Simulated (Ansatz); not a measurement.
## Geometry relaxation of Ti3O4 (part 2 of 4)

The same run, continued: Ti3O4 (7 atoms in the cell); DFT r2SCAN, scalar-relativistic, plane waves, PAW, spin-polarised (Ansatz 0.2.0); cutoff 500 eV, 8×8×12 k-mesh, Gaussian smearing of 0.1 eV, collinear spins. The structure derives from a Materials Project entry. It belongs to a series of runs on one base structure; here: structure listed in a database for this formula (Cmmm, No. 65).

Geometry of the input (Å; fractional positions):
```
2.9202  -4.0716  0.0000
2.9202  4.0716  0.0000
0.0000  0.0000  3.0142
Ti 0.0000  0.0000  0.5000
Ti 0.5000  -0.0000  0.0000
Ti -0.0000  0.5000  0.0000
O  0.7650  0.7650  0.0000
O  0.2571  0.7429  0.5000
O  0.2350  0.2350  0.0000
O  0.7429  0.2571  0.5000
```

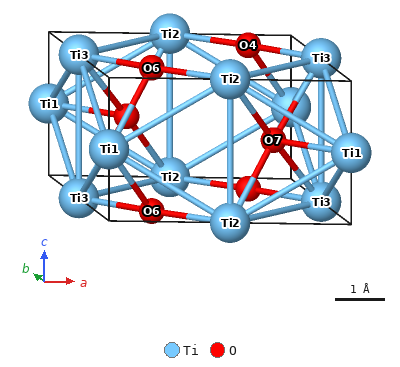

Fig. 1: The geometry at step 1 of the log (ball-and-stick view of the cell of the calculation, seen slightly off an axis; atoms are numbered from 1 in the order of the input).

Output, continued:
```
SCF iter   1: F=—  HF=-9792.486623 eV  |F-HF|=—  |Δ(HF+E_count)|=         —  Δρ=3.66e-2 (↑3.59e-2 ↓3.66e-2)  dr2=4.93e0  dr2_τ=6.79e-2  dr2_m=5.32e-3  M=0.172 μB ∫|m|=0.284 μB  β_m=0.59  ethr=3.10e-3  ⟨swp⟩=6.0  Hψ=44560  notcnv=0
Mixer restart at iter 1: flushing history
preconditioner: auto → Kerker (q_TF=auto, 2.649 Å⁻¹)  [metal: Δε(μ)=0.001 eV  Ē_g=10.750 eV  σ=0.100 eV  W_gap=0.00  n_scr=30 (ndim 8)  ℏωp=26.3 eV  f_vac=0.002  D(μ)=3.43/eV (n_scr^D=30)]
spin=Collinear: Kerker preconditioning applied to the charge; magnetization (m = ρ↑ − ρ↓) channel mixes plain (no charge-response kernel on spin).
SCF iter   2: F=—  HF=-9794.480282 eV  |F-HF|=—  |Δ(HF+E_count)|=    1.99e0  Δρ=2.29e-2 (↑2.23e-2 ↓2.29e-2)  dr2=2.41e0  dr2_τ=1.49e-2  dr2_m=1.49e-3  M=0.160 μB ∫|m|=0.271 μB  β_m=1.00  ethr=3.10e-3  ⟨swp⟩=2.0  Hψ=15547  notcnv=0  defer=485  κ⁻¹=1.0e0(r=1)
SCF iter   3: F=—  HF=-9796.915139 eV  |F-HF|=—  |Δ(HF+E_count)|=    2.43e0  Δρ=1.34e-2 (↑1.34e-2 ↓1.33e-2)  dr2=1.04e0  dr2_τ=4.16e-3  dr2_m=9.49e-5  M=0.140 μB ∫|m|=0.253 μB  β_m=1.00  ethr=3.10e-3  ⟨swp⟩=2.0  Hψ=16793  notcnv=0  defer=485  κ⁻¹=4.5e-2(r=2)
SCF iter   4: F=—  HF=-9797.900572 eV  |F-HF|=—  |Δ(HF+E_count)|=   9.85e-1  Δρ=8.43e-3 (↑8.35e-3 ↓8.43e-3)  dr2=4.86e-1  dr2_τ=1.31e-3  dr2_m=3.42e-5  M=0.115 μB ∫|m|=0.244 μB  β_m=0.81  ethr=1.73e-3  ⟨swp⟩=2.0  Hψ=15277  notcnv=0  defer=526  κ⁻¹=2.2e-2(r=3)
SCF iter   5: F=—  HF=-9797.684631 eV  |F-HF|=—  |Δ(HF+E_count)|=   2.16e-1  Δρ=6.77e-3 (↑6.77e-3 ↓6.69e-3)  dr2=1.31e-1  dr2_τ=1.48e-3  dr2_m=1.73e-4  M=0.069 μB ∫|m|=0.219 μB  β_m=0.47  ethr=8.10e-4  ⟨swp⟩=2.1  Hψ=18378  notcnv=0  defer=529  κ⁻¹=2.0e-3(r=4)
SCF iter   6: F=—  HF=-9797.849718 eV  |F-HF|=—  |Δ(HF+E_count)|=         —  Δρ=3.70e-3 (↑3.70e-3 ↓3.53e-3)  dr2=5.81e-2  dr2_τ=5.42e-4  dr2_m=1.30e-4  M=0.034 μB ∫|m|=0.193 μB  β_m=1.00  ethr=2.18e-4  ⟨swp⟩=2.5  Hψ=19066  notcnv=0  defer=525
Mixer restart at iter 6: flushing history
SCF iter   7: F=—  HF=-9797.900847 eV  |F-HF|=—  |Δ(HF+E_count)|=   5.11e-2  Δρ=2.95e-3 (↑2.95e-3 ↓2.92e-3)  dr2=4.20e-2  dr2_τ=2.79e-4  dr2_m=9.74e-5  M=0.016 μB ∫|m|=0.176 μB  β_m=0.30  ethr=9.68e-5  ⟨swp⟩=1.0  Hψ=11182  notcnv=0  defer=525  κ⁻¹=1.0e0(r=1)
SCF iter   8: F=—  HF=-9797.960406 eV  |F-HF|=—  |Δ(HF+E_count)|=   5.96e-2  Δρ=1.60e-3 (↑1.60e-3 ↓1.48e-3)  dr2=1.48e-2  dr2_τ=5.09e-5  dr2_m=2.54e-4  M=-0.036 μB ∫|m|=0.125 μB  β_m=0.48  ethr=7.00e-5  ⟨swp⟩=2.3  Hψ=14146  notcnv=0  defer=525  κ⁻¹=1.5e-2(r=2)
SCF iter   9: F=—  HF=-9797.954908 eV  |F-HF|=—  |Δ(HF+E_count)|=   5.50e-3  Δρ=1.23e-3 (↑1.23e-3 ↓8.82e-4)  dr2=6.44e-3  dr2_τ=2.38e-5  dr2_m=8.47e-5  M=-0.052 μB ∫|m|=0.098 μB  β_m=1.00  ethr=2.47e-5  ⟨swp⟩=2.2  Hψ=14903  notcnv=0  defer=525  κ⁻¹=8.6e-3(r=3)
SCF iter  10: F=—  HF=-9797.957988 eV  |F-HF|=—  |Δ(HF+E_count)|=   3.08e-3  Δρ=8.66e-4 (↑8.66e-4 ↓7.30e-4)  dr2=2.96e-3  dr2_τ=1.40e-5  dr2_m=2.79e-5  M=-0.040 μB ∫|m|=0.086 μB  β_m=1.00  ethr=1.07e-5  ⟨swp⟩=2.0  Hψ=13620  notcnv=0  defer=525  κ⁻¹=8.4e-3(r=4)
SCF iter  11: F=—  HF=-9797.959698 eV  |F-HF|=—  |Δ(HF+E_count)|=   1.71e-3  Δρ=3.87e-4 (↑3.87e-4 ↓3.05e-4)  dr2=3.90e-4  dr2_τ=4.48e-6  dr2_m=1.59e-5  M=-0.017 μB ∫|m|=0.060 μB  β_m=0.62  ethr=4.93e-6  ⟨swp⟩=2.0  Hψ=15800  notcnv=0  defer=525  κ⁻¹=1.3e-3(r=5)
SCF iter  12: F=—  HF=-9797.960121 eV  |F-HF|=—  |Δ(HF+E_count)|=   4.23e-4  Δρ=3.35e-4 (↑2.78e-4 ↓3.35e-4)  dr2=1.06e-4  dr2_τ=3.21e-6  dr2_m=8.72e-6  M=-0.004 μB ∫|m|=0.052 μB  β_m=0.59  ethr=6.51e-7  ⟨swp⟩=2.0  Hψ=16566  notcnv=0  defer=524  κ⁻¹=6.7e-4(r=6)
SCF iter  13: F=—  HF=-9797.960283 eV  |F-HF|=—  |Δ(HF+E_count)|=   1.62e-4  Δρ=1.98e-4 (↑9.69e-5 ↓1.98e-4)  dr2=4.66e-5  dr2_τ=6.35e-7  dr2_m=5.12e-6  M=-0.004 μB ∫|m|=0.045 μB  β_m=1.00  ethr=1.76e-7  ⟨swp⟩=2.0  Hψ=19598  notcnv=0  defer=521  κ⁻¹=7.3e-5(r=7)
SCF iter  14: F=—  HF=-9797.960319 eV  |F-HF|=—  |Δ(HF+E_count)|=   3.59e-5  Δρ=1.24e-4 (↑6.47e-5 ↓1.24e-4)  dr2=1.01e-5  dr2_τ=3.59e-7  dr2_m=3.37e-6  M=-0.005 μB ∫|m|=0.039 μB  β_m=1.00  ethr=7.76e-8  ⟨swp⟩=2.0  Hψ=16980  notcnv=0  defer=519  κ⁻¹=3.5e-5(r=8)
SCF iter  15: F=—  HF=-9797.960336 eV  |F-HF|=—  |Δ(HF+E_count)|=   1.68e-5  Δρ=7.34e-5 (↑6.12e-5 ↓7.34e-5)  dr2=1.51e-6  dr2_τ=1.45e-7  dr2_m=2.36e-6  M=-0.006 μB ∫|m|=0.032 μB  β_m=1.00  ethr=1.69e-8  ⟨swp⟩=2.0  Hψ=19520  notcnv=0  defer=518  κ⁻¹=2.2e-5(r=8)
SCF iter  16: F=—  HF=-9797.960340 eV  |F-HF|=—  |Δ(HF+E_count)|=   3.87e-6  Δρ=6.68e-5 (↑6.68e-5 ↓5.14e-5)  dr2=5.79e-7  dr2_τ=1.19e-7  dr2_m=2.06e-6  M=-0.005 μB ∫|m|=0.027 μB  β_m=1.00  ethr=2.52e-9  ⟨swp⟩=2.3  Hψ=20327  notcnv=0  defer=518  κ⁻¹=2.3e-5(r=8)
SCF iter  17: F=—  HF=-9797.960342 eV  |F-HF|=—  |Δ(HF+E_count)|=   2.53e-6  Δρ=4.82e-5 (↑4.82e-5 ↓4.47e-5)  dr2=9.23e-8  dr2_τ=7.06e-8  dr2_m=1.37e-6  M=-0.004 μB ∫|m|=0.021 μB  β_m=1.00  ethr=9.65e-10  ⟨swp⟩=2.8  Hψ=21800  notcnv=0  defer=517  κ⁻¹=2.2e-5(r=8)
SCF iter  18: F=—  HF=-9797.960345 eV  |F-HF|=—  |Δ(HF+E_count)|=   2.65e-6  Δρ=2.73e-5 (↑1.74e-5 ↓2.73e-5)  dr2=1.98e-7  dr2_τ=1.66e-8  dr2_m=2.82e-7  M=-0.002 μB ∫|m|=0.009 μB  β_m=1.00  ethr=1.54e-10  ⟨swp⟩=4.0  Hψ=31424  notcnv=0  defer=516  κ⁻¹=4.3e-6(r=8)
SCF iter  19: F=—  HF=-9797.960346 eV  |F-HF|=—  |Δ(HF+E_count)|=   7.42e-7  Δρ=1.57e-5 (↑1.44e-5 ↓1.57e-5)  dr2=7.83e-8  dr2_τ=7.26e-9  dr2_m=9.93e-8  M=-0.001 μB ∫|m|=0.005 μB  β_m=0.30  ethr=1.54e-10  ⟨swp⟩=3.1  Hψ=24201  notcnv=0  defer=516  κ⁻¹=2.2e-5(r=8)
SCF iter  20: F=—  HF=-9797.960346 eV  |F-HF|=—  |Δ(HF+E_count)|=   4.21e-7  Δρ=8.52e-6 (↑5.77e-6 ↓8.52e-6)  dr2=1.83e-7  dr2_τ=1.70e-9  dr2_m=8.91e-9  M=0.000 μB ∫|m|=0.001 μB  β_m=0.32  ethr=1.30e-10  ⟨swp⟩=3.1  Hψ=24004  notcnv=0  defer=516  κ⁻¹=1.7e-5(r=8)
SCF iter  21: F=—  HF=-9797.960346 eV  |F-HF|=—  |Δ(HF+E_count)|=   4.30e-8  Δρ=4.68e-6 (↑3.65e-6 ↓4.68e-6)  dr2=2.77e-8  dr2_τ=4.38e-10  dr2_m=6.76e-9  M=-0.000 μB ∫|m|=0.000 μB  β_m=0.53  ethr=1.30e-10  ⟨swp⟩=2.1  Hψ=20010  notcnv=0  defer=516  κ⁻¹=2.2e-5(r=8)
SCF iter  22: F=—  HF=-9797.960346 eV  |F-HF|=—  |Δ(HF+E_count)|=   2.76e-8  Δρ=2.75e-6 (↑2.75e-6 ↓2.69e-6)  dr2=1.52e-8  dr2_τ=2.00e-10  dr2_m=2.34e-9  M=-0.000 μB ∫|m|=0.000 μB  β_m=0.80  ethr=4.62e-11  ⟨swp⟩=2.1  Hψ=19516  notcnv=0  defer=516  κ⁻¹=3.1e-5(r=8)
SCF iter  23: F=—  HF=-9797.960346 eV  |F-HF|=—  |Δ(HF+E_count)|=   8.17e-9  Δρ=2.26e-6 (↑1.55e-6 ↓2.26e-6)  dr2=1.74e-8  dr2_τ=1.33e-10  dr2_m=2.22e-10  M=0.000 μB ∫|m|=0.000 μB  β_m=1.00  ethr=2.54e-11  ⟨swp⟩=2.1  Hψ=20171  notcnv=0  defer=516  κ⁻¹=5.0e-5(r=8)
SCF iter  24: F=—  HF=-9797.960346 eV  |F-HF|=—  |Δ(HF+E_count)|=   2.98e-9  Δρ=1.12e-6 (↑8.85e-7 ↓1.12e-6)  dr2=3.86e-9  dr2_τ=3.57e-11  dr2_m=5.89e-11  M=0.000 μB ∫|m|=0.000 μB  β_m=0.77  ethr=2.54e-11  ⟨swp⟩=2.0  Hψ=19331  notcnv=0  defer=516  κ⁻¹=6.0e-5(r=8)
SCF iter  25: F=-9797.960346 eV  HF=-9797.960346 eV  |F-HF|=4.02e-9  |Δ(HF+E_count)|=   3.01e-9  Δρ=1.16e-6 (↑1.16e-6 ↓1.05e-6)  dr2=4.84e-9  dr2_τ=4.30e-11  dr2_m=4.23e-11  M=0.000 μB ∫|m|=0.000 μB  ethr=6.44e-12  ⟨swp⟩=7.2  Hψ=39376  notcnv=0
WARN: the starting moments were not kept: the SCF closed with an absolute magnetisation of 2.4e-5 μB, where they sum to 0.45 μB in size (5 sites). That is at most 0.1 of that sum. Measured as dr2_m measures the in/out step, that magnetisation stands 1.8e-10 eV from none, at or under the dr2_threshold of 1.0e-7 eV: it is no larger than a step whose dr2_m would equal this threshold. The system may hold no moment; this SCF shows only that its start led to no more than that. To try another start: raise the starting moments (crystal.atoms[].spin, magnetization.per_species, magnetization.initial_magnetization, or on a non-collinear deck that types none of these the spinor_matrix: blocks that start its atoms; where the total moment is fixed, keep their sum and leave initial_magnetization as it is; typed ones take the place of any that the run laid by itself, positive ones on a crystal's lanthanoids without a Hubbard term where scf.initial_density.shell_occupations: [] is typed) or, if the notice of its spin-set hold's release reads "site moments contracting" or "site moments show no strong build", lengthen the hold (scf.mixing.spin_hold: { on: { confirm: 4 } }; for m-r²SCAN on two components see the key's manual first). Each may lead to a state that holds a moment. A second SCF, from the converged charge density, with the starting moments and any scf.initial_density.shell_occupations laid on it anew, would have followed, and was not run: the deck does not ask for one (magnetization.retry_lost_moments is false, the default). To let it run, set magnetization.retry_lost_moments: true and run the deck again, where that key's refused combinations let it; where memory then withholds it, that run's warning says so.
SCF 1 converged in 25 iterations: F = -9797.960346 eV  dr2 = 4.84e-9
  greatest PAW one-centre occupation: 1.003 electrons in one spin orbital (limit 2), on the Ti atom at site 0 (counted from 0), in its partial waves of l = 1
relax step   1: F+E_penalty+E_count = -9797.96034627 eV  Δ(F+E_penalty+E_count) = +0.000e0 eV  max|allowed force component| = 7.853e-2 eV/Å  Δτ_max = 0.0000 Å  P = -1.610 GPa  Ω = 71.677 Å³  (25 SCF iters, dr2 threshold 1.00e-7 eV, accepted)
Crystal: 7 atoms, lattice volume = 71.343 Å³
Initial density: handed on by an earlier stage of this run
Starting moments: Σ|m| = 0.45 μB on 5 of 7 sites; this step starts from the density that it was given
Initial wavefunctions: those handed on with the density
iter 1 solved again at ethr=7.93e-7 eV; its pass at ethr=3.10e-3 eV (dr2=4.76e-4 eV) is discarded
```
